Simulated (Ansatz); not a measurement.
CO$_{2}$

Input file:

```
crystal:
  lattice:
    - [2.3015063053, -2.1217870865, 0.0]
    - [2.3015063053, 2.1217870865, 0.0]
    - [0.0, 0.0, 5.8654566796]
  atoms:
    - { symbol: C, position: [0.0, 0.0, 0.0] }
    - { symbol: C, position: [0.5, 0.5, 0.5] }
    - { symbol: O, position: [0.7802751903, 0.2197248097, 0.8833680672] }
    - { symbol: O, position: [0.2197248097, 0.7802751903, 0.1166319328] }
    - { symbol: O, position: [0.7197248097, 0.2802751903, 0.3833680672] }
    - { symbol: O, position: [0.2802751903, 0.7197248097, 0.6166319328] }
basis:
  ecutwfc: 420
kpoints:
  mp_grid: { grid: [8, 8, 4] }
hamiltonian:
  xc: lda
scf:
  occupations: { method: fixed }
output:
  forces: true
  stress: true
  eigenvalues: true
  write_density: true
  write_potential: true
  elf: true
  volumetric_format: npy
relax:
  adjacent_minimum: "off"
  f_tol: 0.002
  max_steps: 60
  cell: { stress_tol: 0.02, p_target: 9.0 }
```

Launched as:

```sh
ansatz run input.yaml --threads 4 --pin off --max-ram 10240MiB --backend cpu --events-out ev --progress --plain --runs-dir out
```

Below, planes, directions and counts refer to the conventional cell (a = 4.60 Å, b = 4.24 Å, c = 5.87 Å, α = 90.00°, β = 90.00°, γ = 90.00°).

Space group Cmce; a structure from a database of computed crystals, not necessarily the ambient phase; computed pressure about 9 GPa in this cell.

Computed with DFT LDA, scalar-relativistic, plane waves, PAW (Ansatz).

Predict the valence pseudo-density and electron localisation function between the atoms.

Answer. C–O (1.16 Å): ρ at the midpoint is about 3.7 e/Å³; the ELF peaks at about 0.80 between the atoms (inside overlapping PAW spheres, so only a guide); a multiple bond.

Does the calculation give a band gap?

Answer. It is gapped, with a Kohn–Sham gap of 5.7 eV on the k-point mesh, an upper bound to the gap of this method.

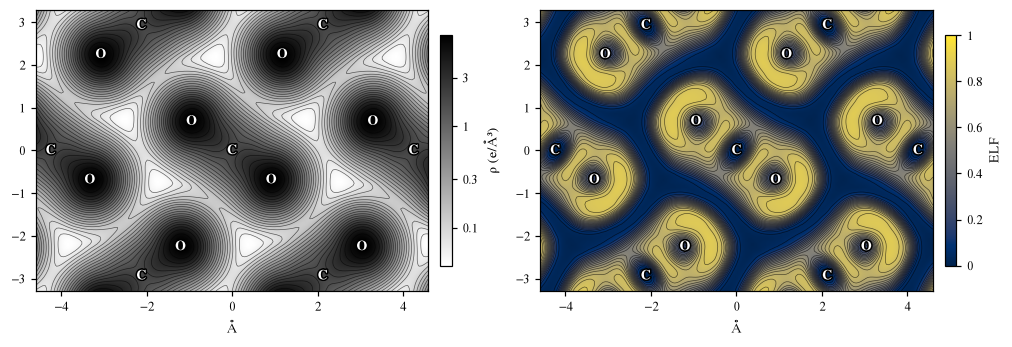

Computed valence pseudo-density and electron localisation function on the (100) plane of the conventional cell, in this order. 

The density is the valence pseudo-density of a PAW calculation; it isn't the true density close to the nuclei.
